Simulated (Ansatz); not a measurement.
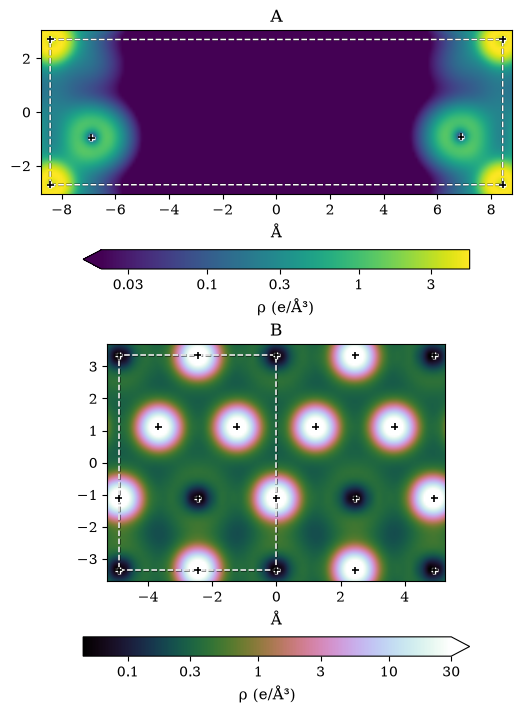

The valence electron density of 2 systems, each on a plane through atoms (crosses mark nuclei in the plane).

Method: Ansatz, DFT PBEsol, scalar-relativistic, plane waves, PAW.

System 1: SiNi2, the (110) plane of the conventional cell. Space group P6₃/mmc; computed without spin polarisation.

```
Si Ni
1.0
     3.86846    0.00000    0.00000
    -1.93423    3.35019    0.00000
     0.00000    0.00000    4.91699
Si Ni
2 4
Direct
  0.33333 0.66667 0.75000
  0.66667 0.33333 0.25000
  0.00000 0.00000 0.00000
  0.00000 0.00000 0.50000
  0.33333 0.66667 0.25000
  0.66667 0.33333 0.75000
```

System 2: WS2, the (110) plane of the conventional cell. Space group P1; a structure from a database of computed crystals, not necessarily the ambient phase; changed on purpose from its base cell (all atoms moved at random (sigma 0.03 A a component), cell strained at random (sigma 0.01)); not relaxed (largest force 1.2 eV/Å).

```
CELL_PARAMETERS angstrom
-3.13829 0.03653 0.00238
1.53751 2.76033 0.00271
0.01285 -0.02429 -16.85855
ATOMIC_POSITIONS crystal
W 0.33073 0.65634 0.00027
S 0.65626 0.33567 0.09157
S 0.67967 0.34133 0.90816
```

### Match each panel to its system.

Panel A is system 2, WS2: the plane holds W and S. W–S (2.33 Å): the density is about 0.73 e/Å³ at the midpoint. Panel B is system 1, SiNi2: the plane holds Si and Ni. Si–Ni (2.23 Å): ρ is about 0.54 e/Å³ halfway.
